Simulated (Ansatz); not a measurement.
Ge

The calculation's input:

```
crystal:
  lattice:
    - [0.0129126518, 2.8213001518, 2.8213001518]
    - [2.8213001518, 0.0129126518, 2.8213001518]
    - [2.8213001518, 2.8213001518, 0.0129126518]
  atoms:
    - { symbol: Ge, position: [0.0, 0.0, 0.0] }
    - { symbol: Ge, position: [0.25, 0.25, 0.25] }
scf:
  occupations: { method: gaussian, width: 0.05 }
output:
  forces: true
  stress: true
  eigenvalues: true
  write_density: true
  write_potential: true
  elf: true
  volumetric_format: npy
hamiltonian:
  xc: lda
relax:
  f_tol: 0.005
  max_steps: 60
kpoints:
  mp_grid: { grid: [12, 12, 12] }
```

Run with:

```sh
ansatz run input.yaml --threads 8 --pin off --max-ram 10240MiB --backend cpu --events-out ev --progress --plain --runs-dir out
```

Below, planes, directions and counts refer to the conventional cell (a = 3.97 Å, b = 3.97 Å, c = 9.80 Å, α = 90.00°, β = 90.00°, γ = 120.00°).

Space group R-3m; a generated structure, not necessarily the stable one.

Level of theory: DFT LDA, scalar-relativistic, plane waves, PAW in Ansatz.

In a PAW calculation such maps are meaningful between the atoms, not at the nuclei.

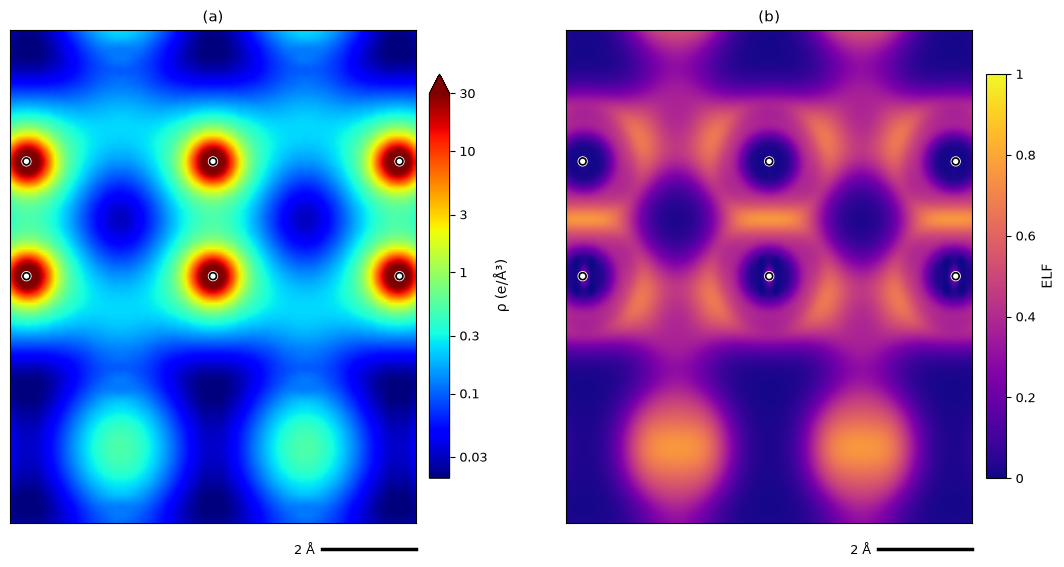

Figure 1. (a) valence pseudo-density; (b) electron localisation function on the (100) plane of the conventional cell. Circles mark the nuclei in the plane (Ge).

> What does the map show?

The plane passes through Ge nuclei.
Ge–Ge (2.44 Å): the density is about 0.51 e/Å³ at the midpoint; the ELF peaks at about 0.75 between the atoms.
Between the atoms the lowest density in this plane is 0.02 e/Å³.

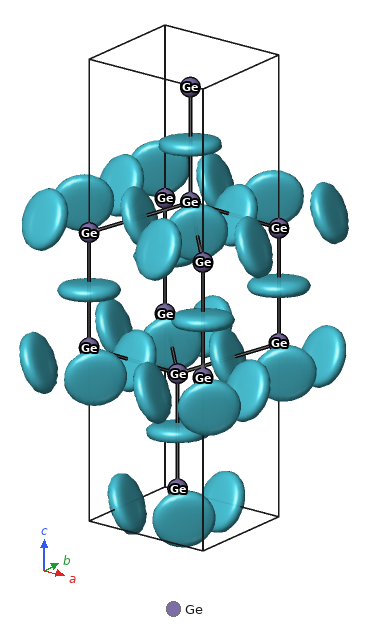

Figure 2. Isosurface of the ELF at 0.65 (cyan), seen slightly off an axis. Only the valence region is drawn (cores and ρ < 0.01 e/Å³ removed). Sticks mark near contacts.

> What do the ELF domains correspond to?

At this value the surface marks out twelve regions between bonded Ge–Ge atoms, counted in one cell of 6 atoms. Regions shared between cells count once.

> Metal or insulator at this level of theory?

It is metallic or semimetallic at this level of theory: no gap opens.
